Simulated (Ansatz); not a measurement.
# Run report: Cu, geometry relaxation

- system: Cu (1 atom in the cell)
- method: DFT PBEsol, scalar-relativistic, plane waves, PAW, no spin polarisation (Ansatz 0.2.0)

The structure derives from an entry of the Crystallography Open Database. Figures and captions count atoms from 1; the log counts them from 0 in places.

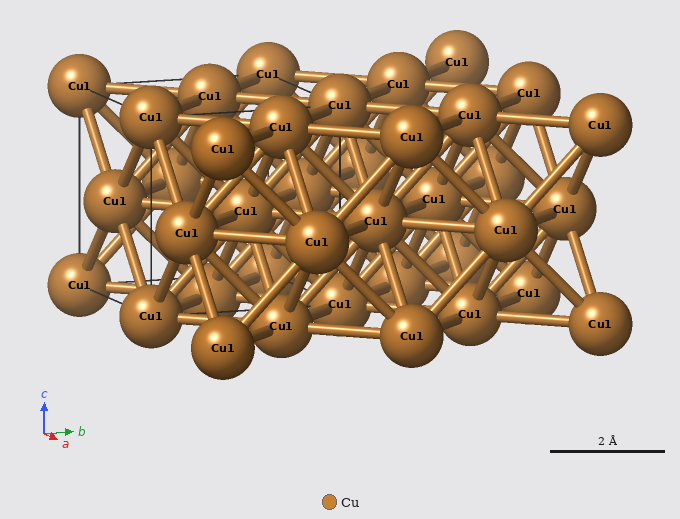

Fig. 1: The input geometry (ball-and-stick view of the cell 4 times as large as that of the calculation, set on its symmetry axes, repeated 2 × 2 × 1, seen slightly off an axis; atoms are numbered from 1 in the order of the input). Near neighbours in the crystal (not all of them lie inside the picture): Cu has 12 Cu at 2.52 Å.

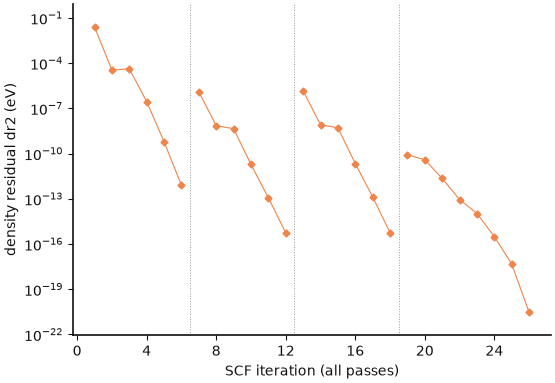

Fig. 2: Convergence of the self-consistent field: density residual dr2 against the SCF iteration. The dotted lines part the SCF passes of the relaxation: geometry steps, rejected trials and re-solves on a re-selected basis. The passes take 6, 6, 6 and 8 iterations.

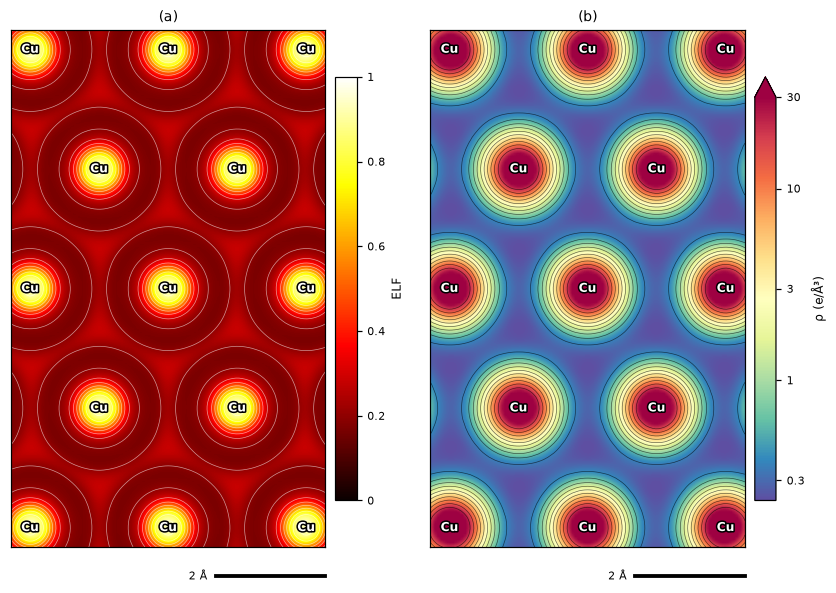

Fig. 3: (a) electron localisation function; (b) valence electron density on the (111) plane of the conventional cell. The plane passes through Cu nuclei. Cu–Cu (2.52 Å): the density is about 0.29 e/Å³ at the midpoint; the ELF is about 0.20 at the midpoint (no shared electron pair). Away from the nuclei the density in this plane falls to 0.24 e/Å³ at its lowest. The strong features right at Cu lie inside the PAW spheres (semicore, d or f shells) and say nothing about bonding. Core electrons are frozen (PAW), so the fields are smoothed inside the atomic spheres.

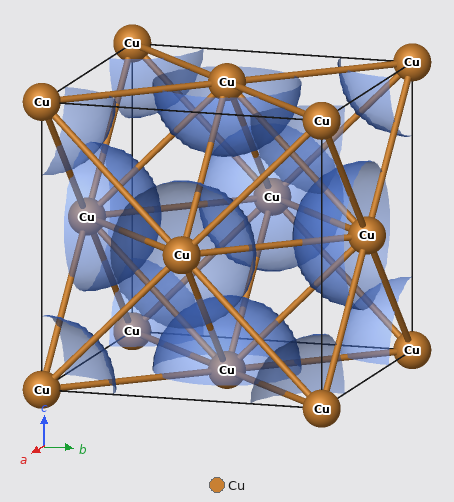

Fig. 4: Isosurface of the valence pseudo-density at 0.6 e/Å³ (blue), seen slightly off an axis. Sticks mark near contacts. The outline is the cell set on symmetry axes. At this value the density breaks into separate islands; it holds about 85 % of the electrons treated as valence (semicore included). It is pinched off along the Cu–Cu (2.52 Å) contacts. On the grid the lowest density along these lines, outside the cores, is 0.29 e/Å³ (Cu–Cu, 2.52 Å).

The input that produced these results follows, with the program's output.

## Input
```yaml
crystal:
  lattice:
    - [0.0, 1.7816860418, 1.7816860418]
    - [1.7816860418, 0.0, 1.7816860418]
    - [1.7816860418, 1.7816860418, 0.0]
  atoms:
    - { symbol: Cu, position: [0.0, 0.0, 0.0] }
basis:
  ecutwfc: 420
kpoints:
  mp_grid: { grid: [20, 20, 20] }
hamiltonian:
  xc: pbesol
scf:
  occupations: { method: fermi_dirac, width: 0.15 }
output:
  forces: true
  stress: true
  eigenvalues: true
  write_density: true
  write_potential: true
  elf: true
  volumetric_format: npy
relax:
  adjacent_minimum: "off"
  f_tol: 0.001
  max_steps: 60
  cell: { stress_tol: 0.01 }
```

Run as:
```bash
ansatz run input.yaml --threads 1 --pin off --max-ram 2560MiB --backend cpu --events-out ev --progress --plain --runs-dir out
```

## What the program printed
```
Engine: ansatz 0.2.0, aarch64-unknown-linux-gnu
Pseudopotentials: kind: paw
Pseudopotential: Cu, paw, valence charge 19, recommended cutoff 420 eV (normal), Cu.paw.azcp
Functional definition: PBEsol
  exchange = pbesol_x
  correlation = pbesol_c
Crystal: 1 atoms, lattice volume = 11.312 Å³
Basis set: ecut = 420 eV, 229 PW (Γ), exchange–correlation on 36×36×36 points (8 copies of the dense FFT grid, shifted against one another)
Bands: 14, of which v1, the nominal top of the filled ones, is band 10 counted from 1 (9 counted from 0)
Symmetry: 48 space group operations
Space group: Fm-3m (ITA 225), of the structure as read, at distance tolerance 2.2e-5 Å
k-points: 256 of 8000
Non-local potential: Cu, projectors of the file, l = 0: 3, l = 1: 2, l = 2: 3, l = 3: 1
PAW form: soft (Blöchl's): semilocal exchange-correlation on the pseudo side does not see the compensation charge
PAW frozen core: Cu, regenerated for the run's functional, and the local potential with it (the file was generated under x = pbe(κ = 0.804, μ = 0.2195149727645171), c = pbe(β = 0.06672455060314922))
PAW one-centre angular grid: Cu, 590 points (default); XC on 64 Gauss nodes
Initial density: superposition of atomic densities (neutral atoms: chi_scale 0, normalization atom), corrected by the library's trained network
Initial wavefunctions: pseudopotential atomic-orbital guess
Functional: x = pbesol(κ = 0.804, μ = 0.12345679012345678), c = pbesol(β = 0.046)
SCF iter   1: F=—  HF=-6588.790488 eV  |F-HF|=—  |Δ(HF+E_count)|=         —  Δρ=2.11e-2  dr2=2.59e-2  ethr=1.77e-3  ⟨swp⟩=5.0  Hψ=17706  notcnv=0
preconditioner: auto → none  [metal: Δε(μ)=0.065 eV  Ē_g=17.459 eV  σ=0.150 eV  W_gap=0.11  n_scr=0 (ndim 8)  ℏωp=36.6 eV  f_vac=0.000  D(μ)=0.30/eV (n_scr^D=0)]
SCF iter   2: F=—  HF=-6588.784382 eV  |F-HF|=—  |Δ(HF+E_count)|=   6.11e-3  Δρ=8.96e-4  dr2=3.45e-5  ethr=1.36e-4  ⟨swp⟩=2.8  Hψ=7331  notcnv=0  defer=3
SCF iter   3: F=—  HF=-6588.784370 eV  |F-HF|=—  |Δ(HF+E_count)|=   1.24e-5  Δρ=9.75e-4  dr2=4.30e-5  ethr=1.82e-7  ⟨swp⟩=2.0  Hψ=6057  notcnv=0  defer=3
SCF iter   4: F=—  HF=-6588.784394 eV  |F-HF|=—  |Δ(HF+E_count)|=   2.44e-5  Δρ=8.07e-5  dr2=2.81e-7  ethr=1.82e-7  ⟨swp⟩=1.0  Hψ=3574  notcnv=0  defer=3
iter 5 did not close the SCF: its close was put off for the readings that it lacked (scf_convergence_deferred on its scf_iter line)
SCF iter   5: F=-6588.784394 eV  HF=-6588.784394 eV  |F-HF|=2.62e-10  |Δ(HF+E_count)|=   2.90e-7  Δρ=3.53e-6  dr2=6.15e-10  ethr=1.48e-9  ⟨swp⟩=2.1  Hψ=4984  notcnv=0  defer=3
SCF iter   6: F=-6588.784394 eV  HF=-6588.784394 eV  |F-HF|=9.09e-13  |Δ(HF+E_count)|=  4.44e-10  Δρ=1.53e-7  dr2=7.89e-13  ethr=3.24e-12  ⟨swp⟩=4.2  Hψ=17075  notcnv=0
SCF 1 converged in 6 iterations: F = -6588.784394 eV  dr2 = 7.89e-13
  greatest PAW one-centre occupation: 1.000 electrons in one spin orbital (limit 2), on the Cu atom at site 0 (counted from 0), in its partial waves of l = 0
relax step   1: F+E_penalty+E_count = -6588.78439358 eV  Δ(F+E_penalty+E_count) = +0.000e0 eV  max|allowed force component| = 0.000e0 eV/Å  Δτ_max = 0.0000 Å  P = +0.116 GPa  Ω = 11.312 Å³  (6 SCF iters, dr2 threshold 1.00e-7 eV, accepted)
Crystal: 1 atoms, lattice volume = 11.315 Å³
Initial density: handed on by an earlier stage of this run
Initial wavefunctions: those handed on with the density
iter 1 solved again at ethr=6.97e-9 eV; its pass at ethr=3.10e-3 eV (dr2=1.32e-6 eV) is discarded
SCF iter   1: F=—  HF=-6588.784394 eV  |F-HF|=—  |Δ(HF+E_count)|=         —  Δρ=1.33e-4  dr2=1.27e-6  ethr=6.97e-9  ⟨swp⟩=1.4  Hψ=20074  notcnv=0
preconditioner: auto → none  [metal: Δε(μ)=0.041 eV  Ē_g=17.555 eV  σ=0.150 eV  W_gap=0.07  n_scr=0 (ndim 8)  ℏωp=36.6 eV  f_vac=0.000  D(μ)=0.29/eV (n_scr^D=0)]
iter 2 did not close the SCF: its close was put off for the readings that it lacked (scf_convergence_deferred on its scf_iter line)
SCF iter   2: F=-6588.784393 eV  HF=-6588.784393 eV  |F-HF|=1.81e-8  |Δ(HF+E_count)|=   7.75e-7  Δρ=1.03e-5  dr2=7.14e-9  ethr=6.70e-9  ⟨swp⟩=2.1  Hψ=4903  notcnv=0
iter 3 did not close the SCF: its close was put off for the readings that it lacked (scf_convergence_deferred on its scf_iter line)
SCF iter   3: F=-6588.784393 eV  HF=-6588.784393 eV  |F-HF|=3.01e-9  |Δ(HF+E_count)|=   1.08e-8  Δρ=6.92e-6  dr2=4.47e-9  ethr=3.76e-11  ⟨swp⟩=2.0  Hψ=5848  notcnv=0
iter 4 did not close the SCF: its close was put off for the readings that it lacked (scf_convergence_deferred on its scf_iter line)
SCF iter   4: F=-6588.784393 eV  HF=-6588.784393 eV  |F-HF|=5.82e-11  |Δ(HF+E_count)|=   1.18e-9  Δρ=8.92e-7  dr2=1.90e-11  ethr=2.35e-11  ⟨swp⟩=2.5  Hψ=4985  notcnv=0
iter 5 did not close the SCF: its close was put off for the readings that it lacked (scf_convergence_deferred on its scf_iter line)
SCF iter   5: F=-6588.784393 eV  HF=-6588.784393 eV  |F-HF|=0.00e0  |Δ(HF+E_count)|=  8.09e-11  Δρ=3.84e-8  dr2=1.16e-13  ethr=1.00e-12  ⟨swp⟩=2.1  Hψ=5187  notcnv=0
SCF iter   6: F=-6588.784393 eV  HF=-6588.784393 eV  |F-HF|=9.09e-13  |Δ(HF+E_count)|=  1.82e-12  Δρ=3.86e-9  dr2=5.49e-16  ethr=1.00e-12  ⟨swp⟩=3.0  Hψ=12466  notcnv=0
SCF 2 converged in 6 iterations: F = -6588.784393 eV  dr2 = 5.49e-16
relax step   2: F+E_penalty+E_count = -6588.78439279 eV  Δ(F+E_penalty+E_count) = +7.960e-7 eV  max|allowed force component| = 0.000e0 eV/Å  Δτ_max = 0.0000 Å  P = +0.060 GPa  Ω = 11.315 Å³  energy of the carried Pulay correction = -2.867e-6 eV  (6 SCF iters, accepted)
Crystal: 1 atoms, lattice volume = 11.319 Å³
iter 1 solved again at ethr=8.03e-9 eV; its pass at ethr=3.10e-3 eV (dr2=1.53e-6 eV) is discarded
SCF iter   1: F=—  HF=-6588.784391 eV  |F-HF|=—  |Δ(HF+E_count)|=         —  Δρ=1.43e-4  dr2=1.47e-6  ethr=8.03e-9  ⟨swp⟩=1.4  Hψ=20082  notcnv=0
preconditioner: auto → none  [metal: Δε(μ)=0.040 eV  Ē_g=17.550 eV  σ=0.150 eV  W_gap=0.07  n_scr=0 (ndim 8)  ℏωp=36.6 eV  f_vac=0.000  D(μ)=0.29/eV (n_scr^D=0)]
SCF iter   2: F=—  HF=-6588.784390 eV  |F-HF|=—  |Δ(HF+E_count)|=   8.16e-7  Δρ=1.11e-5  dr2=8.19e-9  ethr=7.72e-9  ⟨swp⟩=2.1  Hψ=4898  notcnv=0
iter 3 did not close the SCF: its close was put off for the readings that it lacked (scf_convergence_deferred on its scf_iter line)
SCF iter   3: F=-6588.784390 eV  HF=-6588.784390 eV  |F-HF|=3.46e-9  |Δ(HF+E_count)|=   1.24e-8  Δρ=7.43e-6  dr2=5.14e-9  ethr=4.31e-11  ⟨swp⟩=2.0  Hψ=5850  notcnv=0
iter 4 did not close the SCF: its close was put off for the readings that it lacked (scf_convergence_deferred on its scf_iter line)
SCF iter   4: F=-6588.784390 eV  HF=-6588.784390 eV  |F-HF|=6.37e-11  |Δ(HF+E_count)|=   1.37e-9  Δρ=9.52e-7  dr2=2.15e-11  ethr=2.71e-11  ⟨swp⟩=2.5  Hψ=4984  notcnv=0
iter 5 did not close the SCF: its close was put off for the readings that it lacked (scf_convergence_deferred on its scf_iter line)
SCF iter   5: F=-6588.784390 eV  HF=-6588.784390 eV  |F-HF|=1.82e-12  |Δ(HF+E_count)|=  9.28e-11  Δρ=4.14e-8  dr2=1.34e-13  ethr=1.00e-12  ⟨swp⟩=2.1  Hψ=5425  notcnv=0
SCF iter   6: F=-6588.784390 eV  HF=-6588.784390 eV  |F-HF|=9.09e-13  |Δ(HF+E_count)|=    0.00e0  Δρ=3.63e-9  dr2=5.67e-16  ethr=1.00e-12  ⟨swp⟩=3.0  Hψ=12535  notcnv=0
SCF 3 converged in 6 iterations: F = -6588.784390 eV  dr2 = 5.67e-16
relax step   3: F+E_penalty+E_count = -6588.78439047 eV  Δ(F+E_penalty+E_count) = +2.316e-6 eV  max|allowed force component| = 0.000e0 eV/Å  Δτ_max = 0.0000 Å  P = +0.000 GPa  Ω = 11.319 Å³  energy of the carried Pulay correction = -5.942e-6 eV  (6 SCF iters, accepted)
Initial wavefunctions: pseudopotential atomic-orbital guess (no wavefunctions were taken with the density)
iter 1 solved again at ethr=5.66e-11 eV; its pass at ethr=3.10e-3 eV (dr2=1.08e-8 eV) is discarded
SCF iter   1: F=—  HF=-6588.784399 eV  |F-HF|=—  |Δ(HF+E_count)|=         —  Δρ=2.45e-6  dr2=8.29e-11  ethr=5.66e-11  ⟨swp⟩=4.3  Hψ=31228  notcnv=0
preconditioner: auto → none  [metal: Δε(μ)=0.041 eV  Ē_g=17.550 eV  σ=0.150 eV  W_gap=0.07  n_scr=0 (ndim 8)  ℏωp=36.6 eV  f_vac=0.000  D(μ)=0.29/eV (n_scr^D=0)]
SCF iter   2: F=—  HF=-6588.784398 eV  |F-HF|=—  |Δ(HF+E_count)|=   5.08e-7  Δρ=1.21e-6  dr2=3.87e-11  ethr=4.37e-13 (applied; sched 1.00e-12)  ⟨swp⟩=2.1  Hψ=5828  notcnv=0
SCF iter   3: F=—  HF=-6588.784398 eV  |F-HF|=—  |Δ(HF+E_count)|=  1.18e-11  Δρ=3.02e-7  dr2=2.23e-12  ethr=2.04e-13 (applied; sched 1.00e-12)  ⟨swp⟩=1.3  Hψ=3671  notcnv=0
iter 4 did not close the SCF: its close was put off for the readings that it lacked (scf_convergence_deferred on its scf_iter line)
SCF iter   4: F=-6588.784398 eV  HF=-6588.784398 eV  |F-HF|=0.00e0  |Δ(HF+E_count)|=  1.82e-12  Δρ=5.37e-8  dr2=8.95e-14  ethr=1.17e-14 (applied; sched 1.00e-12)  ⟨swp⟩=2.6  Hψ=5660  notcnv=0
iter 5 did not close the SCF: its close was put off for the readings that it lacked (scf_convergence_deferred on its scf_iter line)
SCF iter   5: F=-6588.784398 eV  HF=-6588.784398 eV  |F-HF|=9.09e-13  |Δ(HF+E_count)|=  1.82e-12  Δρ=1.21e-8  dr2=1.05e-14  ethr=2.11e-15 (applied; sched 1.00e-12)  ⟨swp⟩=1.0  Hψ=3584  notcnv=0
iter 6 did not close the SCF: its close was put off for the readings that it lacked (scf_convergence_deferred on its scf_iter line)
SCF iter   6: F=-6588.784398 eV  HF=-6588.784398 eV  |F-HF|=2.73e-12  |Δ(HF+E_count)|=  1.82e-12  Δρ=2.06e-9  dr2=3.10e-16  ethr=2.11e-15 (applied; sched 1.00e-12)  ⟨swp⟩=1.0  Hψ=3584  notcnv=0
iter 7 did not close the SCF: its close was put off for the readings that it lacked (scf_convergence_deferred on its scf_iter line)
SCF iter   7: F=-6588.784398 eV  HF=-6588.784398 eV  |F-HF|=1.82e-12  |Δ(HF+E_count)|=    0.00e0  Δρ=2.48e-10  dr2=4.65e-18  ethr=2.11e-15 (applied; sched 1.00e-12)  ⟨swp⟩=1.0  Hψ=3584  notcnv=0
SCF iter   8: F=-6588.784398 eV  HF=-6588.784398 eV  |F-HF|=0.00e0  |Δ(HF+E_count)|=  1.82e-12  Δρ=5.80e-12  dr2=2.86e-21  ethr=1.00e-12  ⟨swp⟩=1.0  Hψ=8205  notcnv=0
SCF 4 converged in 8 iterations: F = -6588.784398 eV  dr2 = 2.86e-21
relax step   4: F+E_penalty+E_count = -6588.78439802 eV  Δ(F+E_penalty+E_count) = -7.552e-6 eV  max|allowed force component| = 0.000e0 eV/Å  Δτ_max = 0.0000 Å  P = -0.001 GPa  Ω = 11.319 Å³  stress off target by 1.09e-3 GPa  SCF on the basis re-selected at this cell (its energy is not comparable with the rows above)  (8 SCF iters)
basis re-selected at this cell: Δ(F+E_penalty+E_count) = -7.552e-6 eV, ΔP = -0.001 GPa vs the last step (what re-selecting the basis moved, of the pressure what is left beyond the Pulay correction that the steps carried, after the strain that the cell walked since its last selection, with what the two solves' SCF thresholds leave and, on support functions, any second-order correction that the steps lacked; it is no measure of the basis error at this ecutwfc). This SCF's stress stands 1.09e-3 GPa from its target on what of the cell is left free (relax.cell.stress_tol is 1.00e-2 GPa) and its largest allowed force component is 0.00e0 eV/Å (relax.f_tol is 1.00e-3 eV/Å): within both
SCF converged after 8 iterations
Free energy (F): -6588.784398 eV
Harris-Foulkes:  -6588.784398 eV  (|F-HF|=0.00e0)
Internal energy: -6588.762667 eV  (E = F + TS)
E sigma→0 (E₀):  -6588.773532 eV
Entropy (-TS):   -0.021731 eV (-21.731 meV/atom)
Fermi energy:    17.529772 eV
--- Per-component energies (eV) ---
  E_band       = -345.802048
  E_kinetic    = 300.627419
  E_local      = -3970.800271  (includes V_loc(G=0)·N_el)
  E_nonlocal   = 391.001503
  E_hartree    = 1748.791204
  E_xc         = -89.404377
  E_vxc        = -115.893330  (∫ρ·V_xc dr)
  E_paw        = -1625.741365  (= ΣΔE_a)
  E_vpaw       = -448.319995  (= ΣTr[D̂ρ^β])
  E_aug_tail   = 0.000219  (compensation charges beyond the density's cutoff)
  E_ewald      = -3343.443200
  E_core_change = 0.206202  (= ΣΔE_core)
  E_smearing   = -0.021731  (= −TS)
  E_closure    = -0.000000  (closes the sum)
  Σ components = -6588.784398   (vs F -6588.784398, Δ=0.00e0)
--- Forces (eV/Å), atoms counted from 1 ---
  atom   1  Cu    -0.00000000     0.00000000     0.00000000
  max |Σ_I F_I| component: 5.75e-32 eV/Å
--- Stress (GPa, compression-positive) ---
       -0.001086       0.000000       0.000000
        0.000000      -0.001086       0.000000
        0.000000       0.000000      -0.001086
  P = ⅓ Tr σ = -0.0011 GPa (-0.011 kbar)
--- Band table (eV; the first three rows and the last of 256) ---
  k-point 0: bands = ["-94.8474", "-52.2987", "-52.2987", "-52.2987", "7.7383", "14.3752", "14.3752", "14.3752", "15.2761", "15.2761", "40.4447", "43.2591", "43.2591", "43.2591"]
  k-point 1: bands = ["-94.8470", "-52.3018", "-52.2991", "-52.2991", "7.8325", "14.3538", "14.3941", "14.3941", "15.2684", "15.2684", "39.9721", "41.9872", "42.9485", "42.9485"]
  k-point 2: bands = ["-94.8458", "-52.3110", "-52.3005", "-52.3005", "8.1124", "14.2944", "14.4448", "14.4448", "15.2510", "15.2510", "37.9858", "41.2641", "42.3497", "42.3497"]
  k-point 255: bands = ["-94.8248", "-52.3843", "-52.3843", "-52.3484", "13.1571", "13.8117", "13.8117", "15.2259", "16.0435", "23.8290", "23.8290", "26.0127", "26.6220", "46.2724"]
--- Relaxed structure (3 steps of the walk, 3 accepted, 1 SCFs on fresh bases) ---
  F+E_penalty+E_count = -6588.78439802 eV   max|allowed force component| = 0.000e0 eV/Å   (the final SCF, on the basis selected at the relaxed cell)
  cell:  # Å, volume = 11.3194 Å³
    - [-3.980759400699682e-37, 1.7820969879041233, 1.7820969879041233]
    - [1.7820969879041233, -1.0986895945931113e-34, 1.7820969879041233]
    - [1.7820969879041233, 1.7820969879041233, -2.085917925966632e-34]
  atoms:
    - { symbol: Cu, position: [0.0, 0.0, 0.0] }
```

## Trajectory as extended XYZ (Å, eV, eV/Å), 4 frames, from step=1 to step=4
```
1
Lattice="0.0000 1.7817 1.7817 1.7817 0.0000 1.7817 1.7817 1.7817 0.0000" Properties=species:S:1:pos:R:3:forces:R:3 step=1 energy=-6588.78439 pressure_GPa=0.12
Cu    0.0000    0.0000    0.0000    0.0000   0.0000   0.0000
1
Lattice="0.0000 1.7819 1.7819 1.7819 0.0000 1.7819 1.7819 1.7819 0.0000" Properties=species:S:1:pos:R:3:forces:R:3 step=2 energy=-6588.78439 pressure_GPa=0.06
Cu    0.0000    0.0000    0.0000    0.0000   0.0000   0.0000
1
Lattice="0.0000 1.7821 1.7821 1.7821 0.0000 1.7821 1.7821 1.7821 0.0000" Properties=species:S:1:pos:R:3:forces:R:3 step=3 energy=-6588.78439 pressure_GPa=0.00
Cu    0.0000    0.0000    0.0000    0.0000   0.0000   0.0000
1
Lattice="0.0000 1.7821 1.7821 1.7821 0.0000 1.7821 1.7821 1.7821 0.0000" Properties=species:S:1:pos:R:3:forces:R:3 step=4 energy=-6588.78440 pressure_GPa=-0.00
Cu    0.0000    0.0000    0.0000    0.0000   0.0000   0.0000
```

## Summary

```csv
quantity,value
outcome,converged
space group (tolerance 0.01 Å),Fm-3m (225)
electrons treated,19
free energy,−6588.7844 eV
Fermi energy,17.530 eV
gap on the k-point mesh,none (metallic)
pressure,0.00 GPa
final volume,11.32 Å³
largest force (length of the vector) at the end,under 0.001 eV/Å
final cell,"a = 2.520 Å, b = 2.520 Å, c = 2.520 Å, α = 60.00°, β = 60.00°, γ = 60.00°"
hardware,"1 thread of Arm Neoverse V2, 24 GiB of memory available, shared host"
wall time,9.7 s
peak memory,0.32 GiB
```

Results for this metal are sensitive to the k-point mesh.
